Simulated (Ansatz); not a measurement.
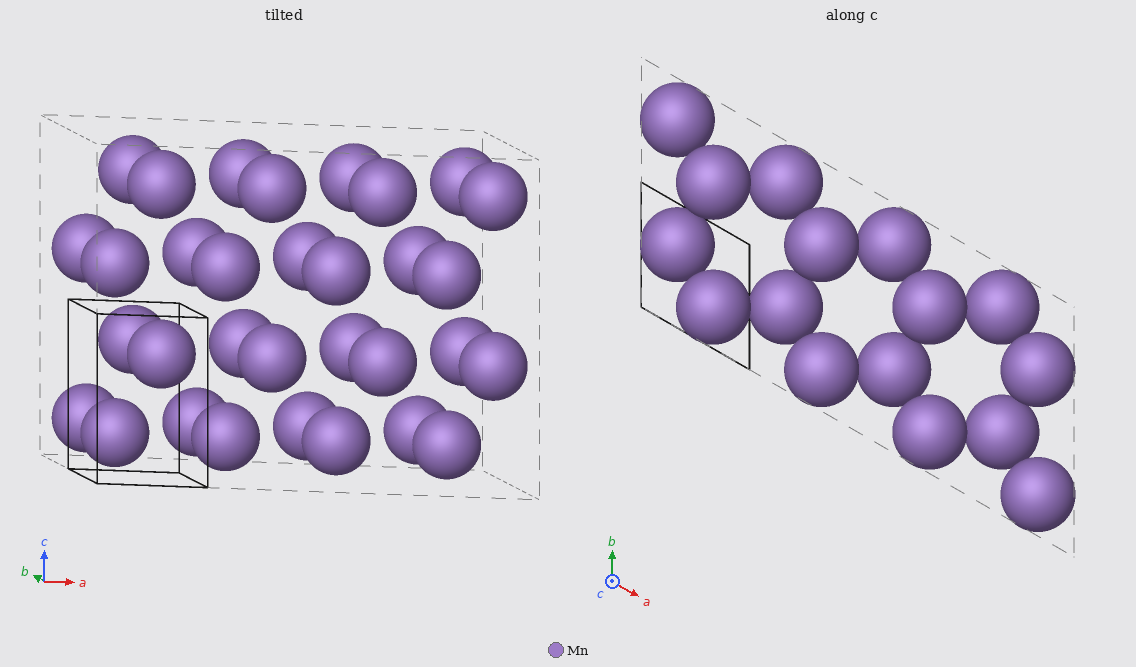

The crystal in a spheres-only representation, seen slightly off an axis and along the c axis. The conventional unit cell (solid box) is repeated to 4×2×2 cells. Cell: a = 2.554 Å, b = 2.554 Å, c = 3.808 Å, α = 90.00°, β = 90.00°, γ = 120.00°.

Describe the arrangement of the atoms.

- The element is manganese.
- Space group P6_3/mmc (No. 194), lattice primitive hexagonal.
- In terms of structure types, this is hexagonal close-packed (Mg type).
- The cell holds two atoms.
- Mn is linked to twelve Mn in a distorted anticuboctahedral arrangement at about 2.4 to 2.6 Å.

The cell started as a structure listed in the Materials Project. The cell was then strained or its atoms displaced on purpose. A calculation with Ansatz used it as input.
